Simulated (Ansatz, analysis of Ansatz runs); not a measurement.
**Be-H pair in corundum: local vibrational mode, PBE**

Subject: Be-H pair in corundum. Wanted: its local vibrational mode, in one set-up (PBE, 80-site cell, PBE lattice, 520 eV, k: the single point 1/4 1/4 1/4). The model is a cell of 80 host atoms with Be put on another atom's site and H put in between. The frequencies come from force constants among the defect atom and its neighbours, with the masses of the isotopes named. This set-up takes another basis size than the usual one.

What was measured. O-H stretch, 1H: 3060 cm⁻¹, by FTIR (quoted in “Vibrational properties of OH groups associated with divalent cations in corundum (α-Al2O3)”, 2023, Jollands et al., quoting earlier work (2022)).

Main program and level: Ansatz 0.2.0; plane-wave PAW DFT, PBE; relaxation of all atoms of a defect supercell.

## (1) Starting point

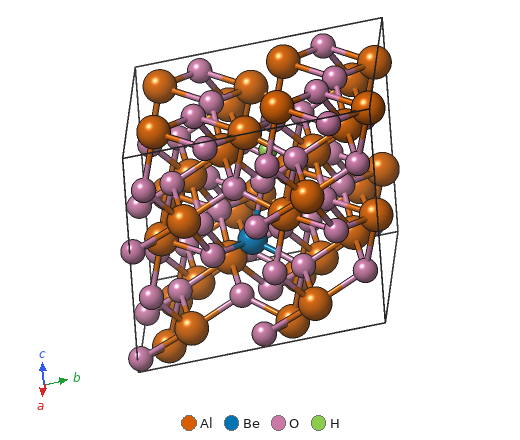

The starting structure, seen slightly off an axis (aluminium orange, beryllium blue, oxygen pink, hydrogen green). Some periodic images of atoms are drawn too.

The cell holds 81 atoms: 31 Al, 1 Be, 48 O and 1 H. Its edges and angles: a = 10.362 Å, b = 10.362 Å, c = 10.362 Å, α = 55.3°, β = 55.3°, γ = 55.3°. It derives from Al2O3 (space group R-3c). Nearest the centre at fractional (0.313, 0.461, 0.579): O15 at 0.44 Å, H81 at 1.44 Å, Be4 at 1.44 Å, Al32 at 2.07 Å, Al13 at 2.13 Å, Al31 at 2.31 Å, O28 at 2.38 Å, O19 at 2.47 Å.

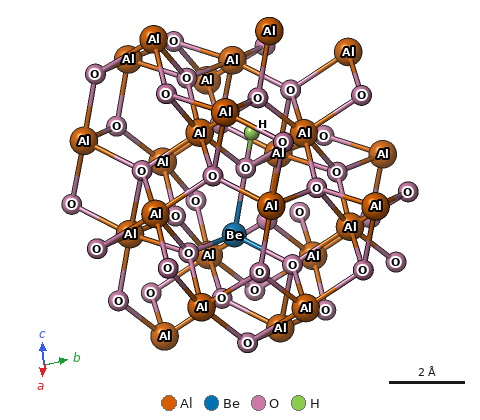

The atoms within 5 Å of the centre.

The host's primitive cell comes from a first run (plane-wave PAW DFT, PBE; relaxation of the host's cell and atoms): vectors of 5.181, 5.181 and 5.181 Å. That is 8.76 Å³ an atom, 3.1 % over the diffraction cell's volume. The supercell is built on it.

## (2) Relaxation, charge 0

Every later number rests on the structure around the defect, so the atoms are relaxed at the host's lattice first.

The input, relax/input.yaml:

```yaml
relax:
  f_tol: 0.01
  max_steps: 80
  random_displacement: { amplitude: 0.02, seed: 97 }
crystal:
  lattice:
    - [4.80899874, 2.77647672, 8.74901147]
    - [-4.80899874, 2.77647672, 8.74901147]
    - [0.0, -5.55295343, 8.74901147]
  atoms:
    - { symbol: Al, position: [0.176068965, 0.176068965, 0.176068965] }
    - { symbol: Al, position: [0.073931035, 0.073931035, 0.073931035] }
    - { symbol: Al, position: [0.323931035, 0.323931035, 0.323931035] }
    - { symbol: Be, position: [0.426068965, 0.426068965, 0.426068965] }
    - { symbol: O, position: [0.278079928, 0.471920072, 0.125] }
    - { symbol: O, position: [0.125, 0.278079928, 0.471920072] }
    - { symbol: O, position: [0.471920072, 0.125, 0.278079928] }
    - { symbol: O, position: [0.221920072, 0.028079928, 0.375] }
    - { symbol: O, position: [0.375, 0.221920072, 0.028079928] }
    - { symbol: O, position: [0.028079928, 0.375, 0.221920072] }
    - { symbol: Al, position: [0.176068965, 0.176068965, 0.676068965] }
    - { symbol: Al, position: [0.073931035, 0.073931035, 0.573931035] }
    - { symbol: Al, position: [0.323931035, 0.323931035, 0.823931035] }
    - { symbol: Al, position: [0.426068965, 0.426068965, 0.926068965] }
    - { symbol: O, position: [0.278079928, 0.471920072, 0.625] }
    - { symbol: O, position: [0.125, 0.278079928, 0.971920072] }
    - { symbol: O, position: [0.471920072, 0.125, 0.778079928] }
    - { symbol: O, position: [0.221920072, 0.028079928, 0.875] }
    - { symbol: O, position: [0.375, 0.221920072, 0.528079928] }
    - { symbol: O, position: [0.028079928, 0.375, 0.721920072] }
    - { symbol: Al, position: [0.176068965, 0.676068965, 0.176068965] }
    - { symbol: Al, position: [0.073931035, 0.573931035, 0.073931035] }
    - { symbol: Al, position: [0.323931035, 0.823931035, 0.323931035] }
    - { symbol: Al, position: [0.426068965, 0.926068965, 0.426068965] }
    - { symbol: O, position: [0.278079928, 0.971920072, 0.125] }
    - { symbol: O, position: [0.125, 0.778079928, 0.471920072] }
    - { symbol: O, position: [0.471920072, 0.625, 0.278079928] }
    - { symbol: O, position: [0.221920072, 0.528079928, 0.375] }
    - { symbol: O, position: [0.375, 0.721920072, 0.028079928] }
    - { symbol: O, position: [0.028079928, 0.875, 0.221920072] }
    - { symbol: Al, position: [0.176068965, 0.676068965, 0.676068965] }
    - { symbol: Al, position: [0.073931035, 0.573931035, 0.573931035] }
    - { symbol: Al, position: [0.323931035, 0.823931035, 0.823931035] }
    - { symbol: Al, position: [0.426068965, 0.926068965, 0.926068965] }
    - { symbol: O, position: [0.278079928, 0.971920072, 0.625] }
    - { symbol: O, position: [0.125, 0.778079928, 0.971920072] }
    - { symbol: O, position: [0.471920072, 0.625, 0.778079928] }
    - { symbol: O, position: [0.221920072, 0.528079928, 0.875] }
    - { symbol: O, position: [0.375, 0.721920072, 0.528079928] }
    - { symbol: O, position: [0.028079928, 0.875, 0.721920072] }
    - { symbol: Al, position: [0.676068965, 0.176068965, 0.176068965] }
    - { symbol: Al, position: [0.573931035, 0.073931035, 0.073931035] }
    - { symbol: Al, position: [0.823931035, 0.323931035, 0.323931035] }
    - { symbol: Al, position: [0.926068965, 0.426068965, 0.426068965] }
    - { symbol: O, position: [0.778079928, 0.471920072, 0.125] }
    - { symbol: O, position: [0.625, 0.278079928, 0.471920072] }
    - { symbol: O, position: [0.971920072, 0.125, 0.278079928] }
    - { symbol: O, position: [0.721920072, 0.028079928, 0.375] }
    - { symbol: O, position: [0.875, 0.221920072, 0.028079928] }
    - { symbol: O, position: [0.528079928, 0.375, 0.221920072] }
    - { symbol: Al, position: [0.676068965, 0.176068965, 0.676068965] }
    - { symbol: Al, position: [0.573931035, 0.073931035, 0.573931035] }
    - { symbol: Al, position: [0.823931035, 0.323931035, 0.823931035] }
    - { symbol: Al, position: [0.926068965, 0.426068965, 0.926068965] }
    - { symbol: O, position: [0.778079928, 0.471920072, 0.625] }
    - { symbol: O, position: [0.625, 0.278079928, 0.971920072] }
    - { symbol: O, position: [0.971920072, 0.125, 0.778079928] }
    - { symbol: O, position: [0.721920072, 0.028079928, 0.875] }
    - { symbol: O, position: [0.875, 0.221920072, 0.528079928] }
    - { symbol: O, position: [0.528079928, 0.375, 0.721920072] }
    - { symbol: Al, position: [0.676068965, 0.676068965, 0.176068965] }
    - { symbol: Al, position: [0.573931035, 0.573931035, 0.073931035] }
    - { symbol: Al, position: [0.823931035, 0.823931035, 0.323931035] }
    - { symbol: Al, position: [0.926068965, 0.926068965, 0.426068965] }
    - { symbol: O, position: [0.778079928, 0.971920072, 0.125] }
    - { symbol: O, position: [0.625, 0.778079928, 0.471920072] }
    - { symbol: O, position: [0.971920072, 0.625, 0.278079928] }
    - { symbol: O, position: [0.721920072, 0.528079928, 0.375] }
    - { symbol: O, position: [0.875, 0.721920072, 0.028079928] }
    - { symbol: O, position: [0.528079928, 0.875, 0.221920072] }
    - { symbol: Al, position: [0.676068965, 0.676068965, 0.676068965] }
    - { symbol: Al, position: [0.573931035, 0.573931035, 0.573931035] }
    - { symbol: Al, position: [0.823931035, 0.823931035, 0.823931035] }
    - { symbol: Al, position: [0.926068965, 0.926068965, 0.926068965] }
    - { symbol: O, position: [0.778079928, 0.971920072, 0.625] }
    - { symbol: O, position: [0.625, 0.778079928, 0.971920072] }
    - { symbol: O, position: [0.971920072, 0.625, 0.778079928] }
    - { symbol: O, position: [0.721920072, 0.528079928, 0.875] }
    - { symbol: O, position: [0.875, 0.721920072, 0.528079928] }
    - { symbol: O, position: [0.528079928, 0.875, 0.721920072] }
    - { symbol: H, position: [0.19946, 0.495996, 0.731205] }
basis:
  ecutwfc: 520
  xc_grid: 2
hamiltonian:
  xc: pbe
kpoints:
  mp_grid: { grid: [1, 1, 1], shift: [0.25, 0.25, 0.25] }
scf:
  occupations: { method: fermi_dirac, width: 0.01 }
  max_iter: 120
output:
  forces: true
checkpoint:
  write: "../relax.run"
  compress: false
  write_wavefunctions: true
  write_every: 100000
```

Started as:

```bash
ansatz run input.yaml --threads 2 --pin off --max-ram 3768MiB --backend cpu --events-out ev --progress --plain --runs-dir out
```

Numbers of over 12 decimals in the logs are rounded to 6 here.

Log:

```text
[... repeated set-up lines and file paths are left out, and long positions are rounded to six places ...]
Engine: ansatz 0.2.0, x86_64-unknown-linux-gnu
Pseudopotentials: kind: paw
Pseudopotential: Al, paw, valence charge 3, recommended cutoff 420 eV (normal), Al.paw.azcp
Pseudopotential: Be, paw, valence charge 2, recommended cutoff 420 eV (normal), Be.paw.azcp
Pseudopotential: O, paw, valence charge 6, recommended cutoff 420 eV (normal), O.paw.azcp
Pseudopotential: H, paw, valence charge 1, recommended cutoff 420 eV (normal), H.paw.azcp
Functional definition: PBE
  parameter kappa = 0.804
  parameter beta = 0.066725
  exchange = pbe_x(kappa = kappa, mu = beta*pi^2/3)
  correlation = pbe_c(beta = beta)
Crystal: 81 atoms, lattice volume = 700.905 Å³
Basis set: ecut = 520 eV, 18807 PW (Γ), exchange–correlation on 160×160×160 points (8 copies of the dense FFT grid, shifted against one another)
Bands: 273, of which v1, the nominal top of the filled ones, is band 192 counted from 1 (191 counted from 0)
Symmetry: 1 space group operations
k-points: 1
Non-local potential: Al, projectors of the file, l = 0: 2, l = 1: 2, l = 2: 1
Non-local potential: Be, projectors of the file, l = 0: 2, l = 1: 2, l = 2: 1
Non-local potential: O, projectors of the file, l = 0: 2, l = 1: 2, l = 2: 1
Non-local potential: H, projectors of the file, l = 0: 2, l = 1: 1
PAW form: soft (Blöchl's): semilocal exchange-correlation on the pseudo side does not see the compensation charge
PAW one-centre angular grid: Al, 110 points (default); XC on 64 Gauss nodes
PAW one-centre angular grid: Be, 110 points (default); XC on 64 Gauss nodes
PAW one-centre angular grid: O, 110 points (default); XC on 64 Gauss nodes
PAW one-centre angular grid: H, 110 points (default); XC on 64 Gauss nodes
Initial density: superposition of atomic densities (neutral atoms: chi_scale 0, normalization atom), corrected by the library's trained network
Initial wavefunctions: pseudopotential atomic-orbital guess
Functional: x = pbe(κ = 0.804, μ = 0.219515), c = pbe(β = 0.066725)
SCF iter   1: F=—  HF=-44121.545053 eV  |F-HF|=—  |Δ(HF+E_count)|=         —  Δρ=3.87e-3  dr2=1.92e-1  ethr=1.77e-3  ⟨swp⟩=6.0  Hψ=1198  notcnv=0  defer=65
preconditioner: auto → Resta (q_TF=auto, 2.468 Å⁻¹)  ε∞=3.6  [insulator: Δε(μ)=5.463 eV  Ē_g=17.187 eV  σ=0.010 eV  W_gap=1.00  n_scr=174 (ndim 8)  ℏωp=27.5 eV  f_vac=0.000  D(μ)=0.00/eV (n_scr^D=0)  ε∞_Penn≈3.6]
SCF iter   2: F=—  HF=-44121.505362 eV  |F-HF|=—  |Δ(HF+E_count)|=   3.97e-2  Δρ=1.93e-3  dr2=3.91e-2  ethr=5.00e-5  ⟨swp⟩=3.0  Hψ=514  notcnv=0  defer=77
SCF iter   3: F=—  HF=-44121.497324 eV  |F-HF|=—  |Δ(HF+E_count)|=   8.04e-3  Δρ=6.99e-4  dr2=5.80e-3  ethr=1.02e-5  ⟨swp⟩=4.0  Hψ=397  notcnv=0  defer=77
SCF iter   4: F=—  HF=-44121.495958 eV  |F-HF|=—  |Δ(HF+E_count)|=   1.37e-3  Δρ=2.64e-4  dr2=4.01e-4  ethr=1.51e-6  ⟨swp⟩=4.0  Hψ=394  notcnv=0  defer=77
SCF iter   5: F=—  HF=-44121.495895 eV  |F-HF|=—  |Δ(HF+E_count)|=   6.30e-5  Δρ=1.11e-4  dr2=5.80e-5  ethr=1.05e-7  ⟨swp⟩=2.0  Hψ=506  notcnv=0  defer=77
SCF iter   6: F=—  HF=-44121.495884 eV  |F-HF|=—  |Δ(HF+E_count)|=   1.13e-5  Δρ=2.67e-5  dr2=2.97e-6  ethr=1.51e-8  ⟨swp⟩=2.0  Hψ=387  notcnv=0  defer=77
SCF iter   7: F=-44121.495885 eV  HF=-44121.495885 eV  |F-HF|=2.55e-10  |Δ(HF+E_count)|=   8.09e-7  Δρ=7.50e-6  dr2=2.71e-7  ethr=6.51e-10  ⟨swp⟩=4.0  Hψ=805  notcnv=0
SCF 1 converged in 7 iterations: F = -44121.495885 eV  dr2 = 2.71e-7
  greatest PAW one-centre occupation: 0.871 electrons in one spin orbital (limit 2), on the O atom at site 14 (counted from 0), in its partial waves of l = 0
relax step   1: F+E_penalty+E_count = -44121.49588465 eV  Δ(F+E_penalty+E_count) = +0.000e0 eV  max|allowed force component| = 4.227e0 eV/Å  Δτ_max = 0.0000 Å  (7 SCF iters, dr2 threshold 2.50e-6 eV, accepted)
[... the SCF cycles and remarks between the steps are left out from here to the last step ...]
relax step   2: F+E_penalty+E_count = -44123.09743282 eV  Δ(F+E_penalty+E_count) = -1.602e0 eV  max|allowed force component| = 2.169e0 eV/Å  Δτ_max = 0.0900 Å  (5 SCF iters, dr2 threshold 1.00e-4 eV, accepted)
relax step   3: F+E_penalty+E_count = -44123.94420746 eV  Δ(F+E_penalty+E_count) = -8.468e-1 eV  max|allowed force component| = 1.285e0 eV/Å  Δτ_max = 0.1956 Å  (5 SCF iters, dr2 threshold 1.00e-4 eV, accepted)
relax step   4: F+E_penalty+E_count = -44124.30030837 eV  Δ(F+E_penalty+E_count) = -3.561e-1 eV  max|allowed force component| = 9.940e-1 eV/Å  Δτ_max = 0.2000 Å  (5 SCF iters, dr2 threshold 1.00e-4 eV, accepted)
relax step   5: F+E_penalty+E_count = -44124.51296087 eV  Δ(F+E_penalty+E_count) = -2.127e-1 eV  max|allowed force component| = 1.119e0 eV/Å  Δτ_max = 0.1933 Å  (5 SCF iters, dr2 threshold 1.00e-4 eV, accepted)
relax step   6: F+E_penalty+E_count = -44124.68289317 eV  Δ(F+E_penalty+E_count) = -1.699e-1 eV  max|allowed force component| = 1.009e0 eV/Å  Δτ_max = 0.2000 Å  (5 SCF iters, dr2 threshold 1.00e-4 eV, accepted)
relax step   7: F+E_penalty+E_count = -44124.87272832 eV  Δ(F+E_penalty+E_count) = -1.898e-1 eV  max|allowed force component| = 6.386e-1 eV/Å  Δτ_max = 0.1959 Å  (5 SCF iters, dr2 threshold 1.00e-4 eV, accepted)
relax step   8: F+E_penalty+E_count = -44125.01886272 eV  Δ(F+E_penalty+E_count) = -1.461e-1 eV  max|allowed force component| = 8.000e-1 eV/Å  Δτ_max = 0.2000 Å  (5 SCF iters, dr2 threshold 1.00e-4 eV, accepted)
relax step   9: F+E_penalty+E_count = -44125.13898969 eV  Δ(F+E_penalty+E_count) = -1.201e-1 eV  max|allowed force component| = 7.809e-1 eV/Å  Δτ_max = 0.2000 Å  (5 SCF iters, dr2 threshold 1.00e-4 eV, accepted)
relax step  10: F+E_penalty+E_count = -44125.23063226 eV  Δ(F+E_penalty+E_count) = -9.164e-2 eV  max|allowed force component| = 8.758e-1 eV/Å  Δτ_max = 0.1944 Å  (5 SCF iters, dr2 threshold 1.00e-4 eV, accepted)
relax step  11: F+E_penalty+E_count = -44125.26419015 eV  Δ(F+E_penalty+E_count) = -3.356e-2 eV  max|allowed force component| = 2.026e0 eV/Å  Δτ_max = 0.1972 Å  (5 SCF iters, dr2 threshold 1.00e-4 eV, accepted)
relax step  12: F+E_penalty+E_count = -44125.39164498 eV  Δ(F+E_penalty+E_count) = -1.275e-1 eV  max|allowed force component| = 3.465e-1 eV/Å  Δτ_max = 0.1947 Å  (5 SCF iters, dr2 threshold 1.00e-4 eV, accepted)
relax step  13: F+E_penalty+E_count = -44125.49106444 eV  Δ(F+E_penalty+E_count) = -9.942e-2 eV  max|allowed force component| = 6.997e-1 eV/Å  Δτ_max = 0.1955 Å  (6 SCF iters, dr2 threshold 7.50e-6 eV, accepted)
relax step  14: F+E_penalty+E_count = -44125.59583385 eV  Δ(F+E_penalty+E_count) = -1.048e-1 eV  max|allowed force component| = 6.300e-1 eV/Å  Δτ_max = 0.1953 Å  (5 SCF iters, dr2 threshold 3.06e-5 eV, accepted)
relax step  15: F+E_penalty+E_count = -44125.67043020 eV  Δ(F+E_penalty+E_count) = -7.460e-2 eV  max|allowed force component| = 2.566e-1 eV/Å  Δτ_max = 0.1951 Å  (5 SCF iters, dr2 threshold 1.00e-4 eV, accepted)
relax step  16: F+E_penalty+E_count = -44125.66764382 eV  Δ(F+E_penalty+E_count) = +2.786e-3 eV  max|allowed force component| = 4.283e-1 eV/Å  Δτ_max = 0.1595 Å  (6 SCF iters, dr2 threshold 1.09e-5 eV, rejected (line search))
relax step  17: F+E_penalty+E_count = -44125.69545556 eV  Δ(F+E_penalty+E_count) = -2.503e-2 eV  max|allowed force component| = 1.832e-1 eV/Å  Δτ_max = 0.0780 Å  (7 SCF iters, accepted)
relax step  18: F+E_penalty+E_count = -44125.70048867 eV  Δ(F+E_penalty+E_count) = -5.033e-3 eV  max|allowed force component| = 2.001e-1 eV/Å  Δτ_max = 0.1000 Å  (6 SCF iters, dr2 threshold 5.57e-6 eV, accepted)
relax step  19: F+E_penalty+E_count = -44125.69901824 eV  Δ(F+E_penalty+E_count) = +1.470e-3 eV  max|allowed force component| = 2.763e-1 eV/Å  Δτ_max = 0.1193 Å  (5 SCF iters, dr2 threshold 2.04e-5 eV, rejected (line search))
relax step  20: F+E_penalty+E_count = -44125.71479374 eV  Δ(F+E_penalty+E_count) = -1.431e-2 eV  max|allowed force component| = 1.882e-2 eV/Å  Δτ_max = 0.0330 Å  (7 SCF iters, accepted)
relax step  21: F+E_penalty+E_count = -44125.71510390 eV  Δ(F+E_penalty+E_count) = -3.102e-4 eV  max|allowed force component| = 1.394e-2 eV/Å  Δτ_max = 0.0074 Å  (5 SCF iters, accepted)
relax step  22: F+E_penalty+E_count = -44125.71511108 eV  Δ(F+E_penalty+E_count) = -7.171e-6 eV  max|allowed force component| = 1.725e-2 eV/Å  Δτ_max = 0.0060 Å  (5 SCF iters, accepted)
relax step  23: F+E_penalty+E_count = -44125.71516120 eV  Δ(F+E_penalty+E_count) = -5.012e-5 eV  max|allowed force component| = 7.805e-3 eV/Å  Δτ_max = 0.0034 Å  (4 SCF iters, dr2 threshold 1.63e-7 eV, accepted)
iter 1 solved again at ethr=1.62e-11 eV; its pass at ethr=3.10e-3 eV (dr2=6.24e-8 eV) is discarded
SCF iter   1: F=—  HF=-44125.715176 eV  |F-HF|=—  |Δ(HF+E_count)|=         —  Δρ=3.65e-6  dr2=6.24e-8  ethr=1.62e-11  ⟨swp⟩=1.0  Hψ=758  notcnv=0  defer=77
SCF iter   2: F=-44125.715161 eV  HF=-44125.715161 eV  |F-HF|=1.24e-9  |Δ(HF+E_count)|=   1.46e-5  Δρ=1.88e-6  dr2=2.10e-8  ethr=1.62e-11  ⟨swp⟩=4.0  Hψ=662  notcnv=0
SCF 24 converged in 2 iterations: F = -44125.715161 eV  dr2 = 2.10e-8
relax step  24: F+E_penalty+E_count = -44125.71516120 eV  Δ(F+E_penalty+E_count) = -8.469e-9 eV  max|allowed force component| = 7.812e-3 eV/Å  Δτ_max = 0.0000 Å  (2 SCF iters, accepted)
NSCF: frozen V_eff on 1 k-points
the band table was solved once a step of the walk had ended and its energy, with any forces and stress, was formed, with the checks that follow a solve (1244 applications of the Hamiltonian). They found nothing against the state; [...]
SCF converged after 2 iterations
Free energy (F): -44125.715161 eV
Harris-Foulkes:  -44125.715161 eV  (|F-HF|=1.24e-9)
Internal energy: -44125.715161 eV  (E = F + TS)
E sigma→0 (E₀):  -44125.715161 eV
Fermi energy:    10.469405 eV
--- Per-component energies (eV) ---
  E_band       = 387.344181
  E_kinetic    = 9425.397730
  E_local      = -16121.802148  (includes V_loc(G=0)·N_el)
  E_nonlocal   = 2592.057980
  E_hartree    = 5956.932458
  E_xc         = -4882.775746
  E_vxc        = -5560.528835  (∫ρ·V_xc dr)
  E_paw        = -22163.258271  (= ΣΔE_a)
  E_vpaw       = -1861.685176  (= ΣTr[D̂ρ^β])
  E_aug_tail   = 0.038988  (compensation charges beyond the density's cutoff)
  E_ewald      = -18932.306152
  E_smearing   = -0.000000  (= −TS)
  E_closure    = -0.000000  (closes the sum)
  Σ components = -44125.715161   (vs F -44125.715161, Δ=0.00e0)
--- Forces (eV/Å), atoms counted from 1 ---
  atom   1  Al     0.00028086    -0.00048185    -0.00121487
  atom   2  Al    -0.00025604     0.00091494     0.00059392
  [... 1 atom left out ...]
  atom   4  Be     0.00057367     0.00126854     0.00420988
  [... 8 atoms left out ...]
  atom  13  Al    -0.00306905     0.00322943    -0.00206438
  [... 1 atom left out ...]
  atom  15  O      0.00514844    -0.00067138    -0.00781220
  [... 3 atoms left out ...]
  atom  19  O     -0.00082360    -0.00123750     0.00316854
  [... 7 atoms left out ...]
  atom  27  O     -0.00257316     0.00011490     0.00142509
  atom  28  O     -0.00038390     0.00066448    -0.00260572
  [... 2 atoms left out ...]
  atom  31  Al     0.00180477    -0.00008765    -0.00150921
  atom  32  Al     0.00411346     0.00057955     0.00372511
  [... 13 atoms left out ...]
  atom  46  O      0.00014367    -0.00188937    -0.00141750
  [... 34 atoms left out ...]
  atom  81  H     -0.00400316    -0.00021449     0.00494146
  max |Σ_I F_I| component: 5.08e-5 eV/Å
--- Band table (eV) ---
  k-point 0: bands = ["-11.7031", "-11.2469", "-11.0079", "-10.7423", [... 265 left out ...] "20.2545", "20.2860", "20.3349", "20.3713"]
--- Relaxed structure (24 steps of the walk, 22 accepted, 0 SCFs on fresh bases) ---
  F+E_penalty+E_count = -44125.71516120 eV   max|allowed force component| = 7.812e-3 eV/Å
  atoms:
    - { symbol: Al, position: [0.175580, 0.174445, 0.180333] }
    - { symbol: Al, position: [0.071041, 0.075628, 0.077102] }
    [... 1 atom left out ...]
    - { symbol: Be, position: [0.496086, 0.428130, 0.374611] }
    [... 8 atoms left out ...]
    - { symbol: Al, position: [0.323506, 0.322783, 0.832226] }
    [... 1 atom left out ...]
    - { symbol: O, position: [0.278440, 0.450828, 0.631390] }
    [... 3 atoms left out ...]
    - { symbol: O, position: [0.365390, 0.221206, 0.540189] }
    [... 7 atoms left out ...]
    - { symbol: O, position: [0.477227, 0.622501, 0.277623] }
    - { symbol: O, position: [0.208272, 0.534104, 0.374004] }
    [... 2 atoms left out ...]
    - { symbol: Al, position: [0.168054, 0.684502, 0.679996] }
    - { symbol: Al, position: [0.074600, 0.575708, 0.568070] }
    [... 13 atoms left out ...]
    - { symbol: O, position: [0.626303, 0.282271, 0.467757] }
    [... 34 atoms left out ...]
    - { symbol: H, position: [0.313340, 0.351962, 0.601525] }
```

Run time: 4.3 min. Hardware: 2 threads of Intel Xeon Platinum 8488C (Sapphire Rapids), shared host; peak memory 1.8 GiB.

[end of part 1 of 2]

[Logs are printed without paths, hosts, clocks, repeated set-up lines and the standing remarks that a program may print on its own settings, such as how far it seeks lower states.]

[Hosts, paths, dates, database ids (printed as entryN), source tags and the programs' standing remarks are cut or masked in the printed files.]

[For some hosts the program warned that the k-mesh of the response run may be too coarse for force constants and the static dielectric constant; such warnings are not shown here.]
